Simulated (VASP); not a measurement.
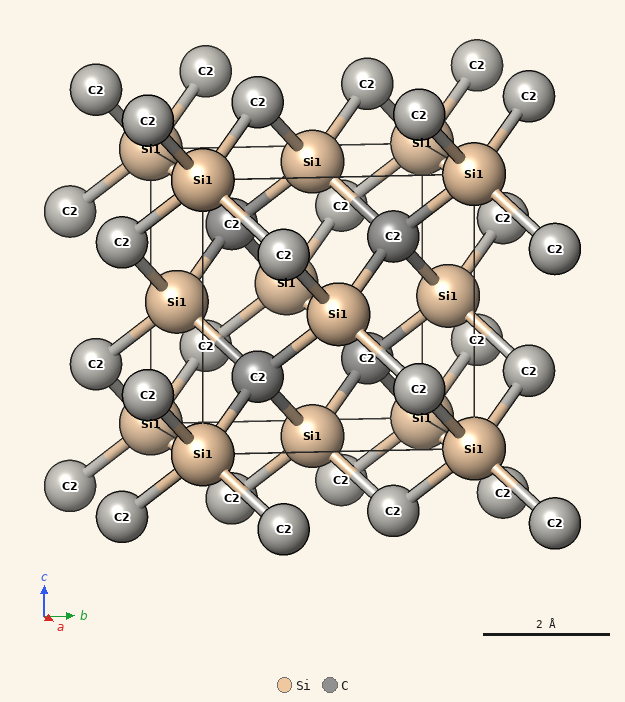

Figure 1. The starting structure (ball-and-stick view of the cell 4 times as large as that of the calculation, set on its symmetry axes, seen slightly off an axis; neighbours outside the cell are drawn fainter; atoms are numbered from 1 in the order of the input). Near neighbours in the crystal (not all of them lie inside the picture): Si has 4 C at 1.90 Å; C has 4 Si at 1.90 Å.

# Geometry relaxation of SiC

The run: geometry relaxation of SiC (F-43m, 2 atoms in the cell). Method and program: Kohn-Sham DFT of a periodic cell, PBEsol, VASP PAW PBE potentials, recommended, no spin polarisation (VASP 6.6.1).

The structure derives from an entry of the Crystallography Open Database.

### INCAR
```
ALGO = Fast ; EDIFF = 1E-7
EDIFFG = -0.01 ; ENCUT = 600
GGA = PS ; IBRION = 2
ISIF = 2 ; ISMEAR = 0
LASPH = True ; LCHARG = False
LREAL = False ; LWAVE = False
NELM = 80 ; NSW = 40
PREC = Accurate ; SIGMA = 0.03
```

### KPOINTS
```
k-points
0
Gamma
  10 10 10
```

### POSCAR
```
SiC                                     
1.0
    0.0000000000      2.1934308841      2.1934308841
    2.1934308841      0.0000000000      2.1934308841
    2.1934308841      2.1934308841      0.0000000000
  Si              C             
     1     1
Direct
     0.0000000000000000    0.0000000000000000    0.0000000000000000
     0.2500000000000000    0.2500000000000000    0.2500000000000000
```

Run on 1 thread of Intel Xeon (Sapphire Rapids), 64 GiB of memory available, shared host.

Run as:
```bash
cat potpaw_PBE.64/Si/POTCAR potpaw_PBE.64/C/POTCAR > POTCAR
mpirun -np 1 vasp_std > vasp.out
```

### OSZICAR
```
N       E                     dE             d eps       ncg     rms          rms(c)
DAV:   1     0.522193181523E+01    0.52219E+01   -0.44135E+03   784   0.957E+02
DAV:   2    -0.172609785236E+02   -0.22483E+02   -0.21141E+02  1096   0.111E+02
DAV:   3    -0.176515987609E+02   -0.39062E+00   -0.39062E+00   864   0.184E+01
DAV:   4    -0.176530280279E+02   -0.14293E-02   -0.14293E-02  1184   0.122E+00
DAV:   5    -0.176530283322E+02   -0.30428E-06   -0.30428E-06   864   0.166E-02    0.852E+00
RMM:   6    -0.159687346112E+02    0.16843E+01   -0.25509E+00   752   0.108E+01    0.364E+00
RMM:   7    -0.159308143927E+02    0.37920E-01   -0.59454E-01   752   0.590E+00    0.179E+00
RMM:   8    -0.159225049336E+02    0.83095E-02   -0.10278E-01   752   0.273E+00    0.559E-01
RMM:   9    -0.159109973264E+02    0.11508E-01   -0.12931E-02   752   0.904E-01    0.139E-01
RMM:  10    -0.159111894011E+02   -0.19207E-03   -0.49657E-03   752   0.529E-01    0.925E-02
RMM:  11    -0.159110992174E+02    0.90184E-04   -0.95459E-04   752   0.251E-01    0.327E-02
RMM:  12    -0.159110486814E+02    0.50536E-04   -0.76343E-05   752   0.786E-02    0.876E-03
RMM:  13    -0.159110515729E+02   -0.28915E-05   -0.25462E-05   752   0.407E-02    0.946E-03
RMM:  14    -0.159110501828E+02    0.13901E-05   -0.34425E-06   752   0.161E-02    0.254E-03
RMM:  15    -0.159110502167E+02   -0.33945E-07   -0.82944E-07   749   0.746E-03
   1 F= -.15911050E+02 E0= -.15911050E+02  d E =-.159111E+02
```

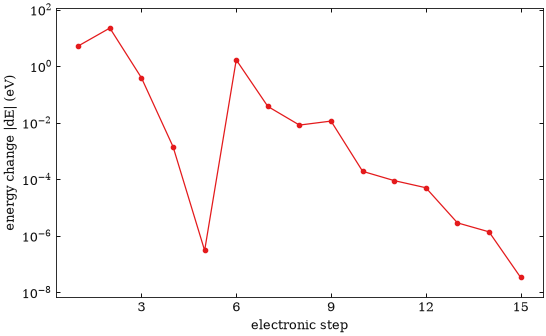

Figure 2. Convergence of the self-consistent field: energy change |dE| against the electronic step. It takes 15 electronic steps. The density is held fixed in the first few steps, and dE rises again when its update begins.

### Parts of OUTCAR
```
EDIFF = 1E-7
   EDIFFG = -0.01
   ENCUT = 600
   GGA = PS
   IBRION = 2
   ISIF = 2
   ISMEAR = 0
   LASPH = True
   LREAL = False
   NELM = 80
   NSW = 40
   PREC = Accurate

 ion  position               nearest neighbor table
   1  0.000  0.000  0.000-   2 1.90   2 1.90   2 1.90   2 1.90
   2  0.250  0.250  0.250-   1 1.90   1 1.90   1 1.90   1 1.90

  LATTYP: Found a face centered cubic cell.
 ALAT       =     4.3868617682

  Lattice vectors:

 A1 = (   0.0000000000,   2.1934308841,   2.1934308841)
 A2 = (   2.1934308841,   0.0000000000,   2.1934308841)
 A3 = (   2.1934308841,   2.1934308841,   0.0000000000)

Analysis of symmetry for initial positions (statically):
=====================================================================
 Subroutine PRICEL returns:
 Original cell was already a primitive cell.

 Routine SETGRP: Setting up the symmetry group for a
 face centered cubic supercell.

 Subroutine GETGRP returns: Found 24 space group operations
 (whereof 24 operations were pure point group operations)
 out of a pool of 48 trial point group operations.

The static configuration has the point symmetry T_d .

Analysis of symmetry for dynamics (positions and initial velocities):
=====================================================================
 Subroutine PRICEL returns:
 Original cell was already a primitive cell.

 Routine SETGRP: Setting up the symmetry group for a
 face centered cubic supercell.

 Subroutine GETGRP returns: Found 24 space group operations
 (whereof 24 operations were pure point group operations)
 out of a pool of 48 trial point group operations.

The dynamic configuration has the point symmetry T_d .

 Subroutine INISYM returns: Found 24 space group operations
 (whereof 24 operations are pure point group operations),
 and found     1 'primitive' translations

----------------------------------------------------------------------------------------

                                     Primitive cell

  volume of cell :      21.1058

  direct lattice vectors                    reciprocal lattice vectors
     0.000000000  2.193430884  2.193430884    -0.227953387  0.227953387  0.227953387
     2.193430884  0.000000000  2.193430884     0.227953387 -0.227953387  0.227953387
     2.193430884  2.193430884  0.000000000     0.227953387  0.227953387 -0.227953387

  length of vectors
     3.101979704  3.101979704  3.101979704     0.394826849  0.394826849  0.394826849

  position of ions in fractional coordinates (direct lattice)
     0.000000000  0.000000000  0.000000000
     0.250000000  0.250000000  0.250000000

  ion indices of the primitive-cell ions
   primitive index   ion index
                 1           1
                 2           2

----------------------------------------------------------------------------------------

 KPOINTS: k-points

Automatic generation of k-mesh.
 Grid dimensions read from file:
 generate k-points for:   10   10   10

 Generating k-lattice:

  Cartesian coordinates                     Fractional coordinates (reciprocal lattice)
    -0.022795339  0.022795339  0.022795339     0.100000000  0.000000000  0.000000000
     0.022795339 -0.022795339  0.022795339     0.000000000  0.100000000  0.000000000
     0.022795339  0.022795339 -0.022795339     0.000000000  0.000000000  0.100000000

  Length of vectors
     0.039482685  0.039482685  0.039482685

  Shift w.r.t. Gamma in fractional coordinates (k-lattice)
     0.000000000  0.000000000  0.000000000

 Subroutine IBZKPT returns following result:
 ===========================================

 Found     47 irreducible k-points:

 Following reciprocal coordinates:
            Coordinates               Weight
  0.000000  0.000000  0.000000      1.000000
  0.100000  0.000000  0.000000      8.000000
  0.200000  0.000000  0.000000      8.000000
  0.300000  0.000000  0.000000      8.000000
  0.400000  0.000000  0.000000      8.000000
  0.500000  0.000000  0.000000      4.000000
  0.100000  0.100000  0.000000      6.000000
  0.200000  0.100000  0.000000     24.000000
  0.300000  0.100000  0.000000     24.000000
  0.400000  0.100000  0.000000     24.000000
  0.500000  0.100000  0.000000     24.000000
 -0.400000  0.100000  0.000000     24.000000
 -0.300000  0.100000  0.000000     24.000000
 -0.200000  0.100000  0.000000     24.000000
 -0.100000  0.100000  0.000000     12.000000
  0.200000  0.200000  0.000000      6.000000
  0.300000  0.200000  0.000000     24.000000
  0.400000  0.200000  0.000000     24.000000
  0.500000  0.200000  0.000000     24.000000
 -0.400000  0.200000  0.000000     24.000000
 -0.300000  0.200000  0.000000     24.000000
 -0.200000  0.200000  0.000000     12.000000
  0.300000  0.300000  0.000000      6.000000
  0.400000  0.300000  0.000000     24.000000
 [... further k-points ...]
   k-points           NKPTS =     47   k-points in BZ     NKDIM =     47   number of bands    NBANDS=      8
   number of dos      NEDOS =    301   number of ions     NIONS =      2
   total plane-waves  NPLWV =  21952
   dimension x,y,z NGX =    28 NGY =   28 NGZ =   28
   dimension x,y,z NGXF=    56 NGYF=   56 NGZF=   56
   ions per type =               1   1
   NGX,Y,Z   is equivalent  to a cutoff of  15.01, 15.01, 15.01 a.u.
   NGXF,Y,Z  is equivalent  to a cutoff of  30.01, 30.01, 30.01 a.u.
 SYSTEM =  unknown system
   PREC   = accura    normal or accurate (medium, high low for compatibility)
   ISTART =      0    job   : 0-new  1-cont  2-samecut
   ICHARG =      2    charge: 1-file 2-atom 10-const
   ISPIN  =      1    spin polarized calculation?
   LNONCOLLINEAR =      F non collinear calculations
   LSORBIT =      F    spin-orbit coupling
   LASPH  =      T    aspherical Exc in radial PAW
   ENCUT  =  600.0 eV  44.10 Ry    6.64 a.u.   6.20  6.20  6.20*2*pi/ulx,y,z
   NELM   =     80;   NELMIN=  2; NELMDL= -5     # of ELM steps
   EDIFF  = 0.1E-06   stopping-criterion for ELM
   LREAL  =      F    real-space projection
   EDIFFG = -.1E-01   stopping-criterion for IOM
   NSW    =     40    number of steps for IOM
   IBRION =      2    ionic relax: 0-MD 1-quasi-New 2-CG
   NFREE  =      1    steps in history (QN), initial steepest desc. (CG)
   ISIF   =      2    stress and relaxation
   ISYM   =      2    0-nonsym 1-usesym 2-fastsym
   POTIM  = 0.5000    time-step for ionic-motion
   TEBEG  =    0.0;   TEEND  =   0.0 temperature during run
   PSTRESS=    0.0 pullay stress
   NELECT =       8.0000    total number of electrons
   NUPDOWN=      -1.0000    fix difference up-down
   EMIN   =  10.00;   EMAX   =-10.00  energy-range for DOS
   EFERMI =   0.00;   METHOD = LEGACY
   ISMEAR =     0;   SIGMA  =   0.03  broadening in eV -4-tet -1-fermi 0-gaus
   EFERMI_NEDOS =   21; number of points for ismear=-14 and -15
   IALGO  =     68    algorithm
   IMIX   =      4    mixing-type and parameters
     AMIX     =   0.40;   BMIX     =  1.00
     AMIX_MAG =   1.60;   BMIX_MAG =  1.00
  volume/ion in A,a.u.               =      10.55        71.21
  Fermi-wavevector in a.u.,A,eV,Ry     =   1.184780  2.238909 19.098532  1.403703
  Thomas-Fermi vector in A             =   2.320987
   LORBIT       =      0    0 simple, 1 ext, 2 COOP (PROOUT), +10 PAW based schemes
   GGA     = PS    functional components
   LHFCALC =     F    Hartree Fock is set to
   AEXX    =    0.0000 exact exchange contribution
   IVDW    =     0    specifies the selected vdW correction
   LEPSILON=     F    determine dielectric tensor
   LRPA    =     F    only Hartree local field effects (RPA)
 conjugate gradient relaxation of ions
 non-spin polarized calculation
 RMM-DIIS sequential band-by-band and
 Gauss-broadening in eV      SIGMA  =   0.03
  energy-cutoff  :      600.00
  volume of cell :       21.11
 maximum number of plane-waves:       725
 NGX is ok and might be reduce to    28
   NGX = 13   NGY = 13   NGZ = 13

 number of electron       8.0000000 magnetization

 Free energy of the ion-electron system (eV)
  ---------------------------------------------------
  ext. energy  EPLUGINS =         0.00000000
  ---------------------------------------------------
  free energy    TOTEN  =       -15.91105022 eV

  energy without entropy =      -15.91105022  energy(sigma->0) =      -15.91105022

 E-fermi :   8.0443     XC(G=0): -11.4198     alpha+bet :-16.1125

 val. band max:        7.8349062918   @ k =   0.0000   0.0000   0.0000
 cond. band min:       9.0870293257   @ k =   0.5000   0.5000   0.0000
 fundamental gap:      1.2521230339
 Fermi energy:         8.0443017164

 k-point     1 :       0.0000    0.0000    0.0000
  band No.  band energies     occupation
      1      -7.4340      2.00000
      2       7.8349      2.00000
      3       7.8349      2.00000
      4       7.8349      2.00000
      5      13.7922      0.00000
      6      14.9434      0.00000
      7      14.9434      0.00000
      8      14.9434      0.00000

 k-point     2 :       0.1000    0.0000    0.0000
  band No.  band energies     occupation
      1      -7.2408      2.00000
      2       6.8222      2.00000
      3       7.7006      2.00000
      4       7.7006      2.00000
      5      14.0731      0.00000
      6      15.1849      0.00000
      7      15.1849      0.00000
      8      15.1970      0.00000

 k-point     3 :       0.2000    0.0000    0.0000
  band No.  band energies     occupation
      1      -6.6700      2.00000
      2       4.7104      2.00000
      3       7.3933      2.00000
      4       7.3933      2.00000
      5      13.8007      0.00000
      6      15.5459      0.00000
      7      15.5459      0.00000
      8      16.3709      0.00000

 k-point     4 :       0.3000    0.0000    0.0000
  band No.  band energies     occupation
      1      -5.7563      2.00000
      2       2.4153      2.00000
      3       7.0776      2.00000
      4       7.0776      2.00000
      5      13.3929      0.00000
      6      15.4236      0.00000
      7      15.4236      0.00000
      8      17.3407      0.00000

 k-point     5 :       0.4000    0.0000    0.0000
  band No.  band energies     occupation
      1      -4.6251      2.00000
      2       0.3793      2.00000
      3       6.8595      2.00000
      4       6.8595      2.00000
      5      13.1226      0.00000
      6      15.0596      0.00000
      7      15.0596      0.00000
      8      17.6343      0.00000

 [... the levels of 18 k-points are left out ...]

 k-point    24 :       0.4000    0.3000    0.0000
  band No.  band energies     occupation
      1      -4.3265      2.00000
      2       2.2710      2.00000
      3       4.6908      2.00000
      4       5.2200      2.00000
      5      10.5768      0.00000
      6      13.2662      0.00000
      7      19.1918      0.00000
      8      19.5122      0.00000

 [... further k-points ...]

------------------------ aborting loop because EDIFF is reached ----------------------------------------

  FORCE on cell =-STRESS in cart. coord.  units (eV):
  Direction    XX          YY          ZZ          XY          YZ          ZX
  --------------------------------------------------------------------------------------
  -------------------------------------------------------------------------------------
  Total       -0.5506555     -0.5506555     -0.5506555     -0.0000000      0.0000000      0.0000000
  in kB      -41.8011958    -41.8011958    -41.8011958     -0.0000000      0.0000000      0.0000000
  external PRESSURE =     -41.8011958 kB  Pullay stress =       0.0000000 kB

 VOLUME and BASIS-vectors are now :
 -----------------------------------------------------------------------------
  energy-cutoff  :      600.00
  volume of cell :       21.11
      direct lattice vectors                 reciprocal lattice vectors
     0.000000000  2.193430884  2.193430884    -0.227953387  0.227953387  0.227953387
     2.193430884  0.000000000  2.193430884     0.227953387 -0.227953387  0.227953387
     2.193430884  2.193430884  0.000000000     0.227953387  0.227953387 -0.227953387

 POSITION                                       TOTAL-FORCE (eV/Angst)
 -----------------------------------------------------------------------------------
      0.00000      0.00000      0.00000         0.000000      0.000000      0.000000
      1.09672      1.09672      1.09672        -0.000000     -0.000000     -0.000000
 -----------------------------------------------------------------------------------
    total drift:                               -0.000000     -0.000000     -0.000000

  FREE ENERGIE OF THE ION-ELECTRON SYSTEM (eV)
  ---------------------------------------------------
  free  energy   TOTEN  =       -15.9110502167 eV

  energy  without entropy=      -15.9110502167  energy(sigma->0) =      -15.91105022

 reached required accuracy - stopping structural energy minimisation
```

### CONTCAR
```
SiC
   1.00000000000000
     0.0000000000000000    2.1934308841000001    2.1934308841000001
     2.1934308841000001    0.0000000000000000    2.1934308841000001
     2.1934308841000001    2.1934308841000001    0.0000000000000000
  Si              C
     1     1
Direct
     0.0000000000000000    0.0000000000000000    0.0000000000000000
     0.2500000000000000    0.2500000000000000    0.2500000000000000

  0.00000000E+00  0.00000000E+00  0.00000000E+00
  0.00000000E+00  0.00000000E+00  0.00000000E+00
```

### Key numbers

- outcome: converged
- space group (tolerance 0.01 Å): F-43m (216)
- electrons treated: 8
- free energy: −15.9111 eV
- Fermi energy: 8.044 eV
- gap on the k-point mesh: 1.25 eV
- pressure: −4.18 GPa
- final volume: 21.11 Å³
- largest force (length of the vector): under 0.001 eV/Å
- wall time: 9.7 s
- peak memory: 0.14 GiB
